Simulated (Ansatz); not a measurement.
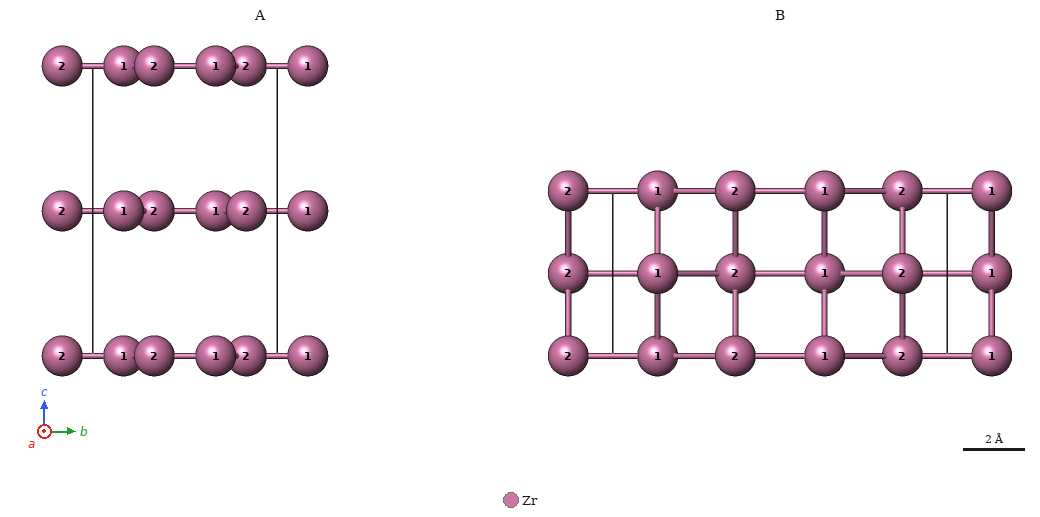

Two geometries of crystalline Zr (built on the C_69 type) (coarse preliminary run), drawn at one scale. One is the start of a relaxation, the other its converged end. The picture is a ball-and-stick view of the conventional cell (4 times the calculation's cell), seen along the a axis. Lengths and directions refer to the drawn axes.

These are results of Ansatz, DFT PBE, scalar-relativistic, plane waves, PAW, not measurements. Settings: plane-wave cutoff 420 eV; k-point mesh 6 × 6 × 6; occupations gaussian; smearing width 0.1 eV; no spin polarisation; cell and atoms relaxed; force threshold 0.04 eV/Å; at most 70 steps.

Q: Which of the two is the end point?

A: Structure B is the relaxed one. Case: C type (Fmmm, No. 69). The largest moves relative to the cell, 0.36 Å, are those of Zr1 and Zr2. Zr1 goes along −b. The volume changes by −6.8 %, with a 3.499 → 3.159 Å (−9.7 %), b 6.060 → 10.995 Å (+81.4 %), c 9.539 → 5.425 Å (−43.1 %). Some distances before and after: Zr1–Zr1 3.499 → 5.720 Å, Zr1–Zr1 (another image) 5.080 → 3.139 Å, Zr1–Zr2 2.020 → 3.006 Å, Zr1–Zr2 (another image) 2.020 → 2.940 Å. New bonds form: Zr1–Zr1 (5.08 → 3.14 Å), Zr2–Zr2 (5.08 → 3.14 Å). Among the angles between lasting bonds that change: Zr2–Zr1–Zr2 120.0° → 63.4°, Zr2–Zr1–Zr2 120.0° → 148.3°. The space group stays Fmmm (No. 69). After 26 accepted moves (28 points after the start) the energy has fallen by 6231 meV per atom. The largest force component goes from 0.042 to 0.018 eV/Å. Pressure: 72.24 GPa at the start and 0.07 GPa at the end. The SCF was repeated twice at an unchanged geometry on a basis and grid sized afresh for the cell, which shifted the energy by 275 meV per atom at most. The run took roughly 80 core-seconds on a shared host.
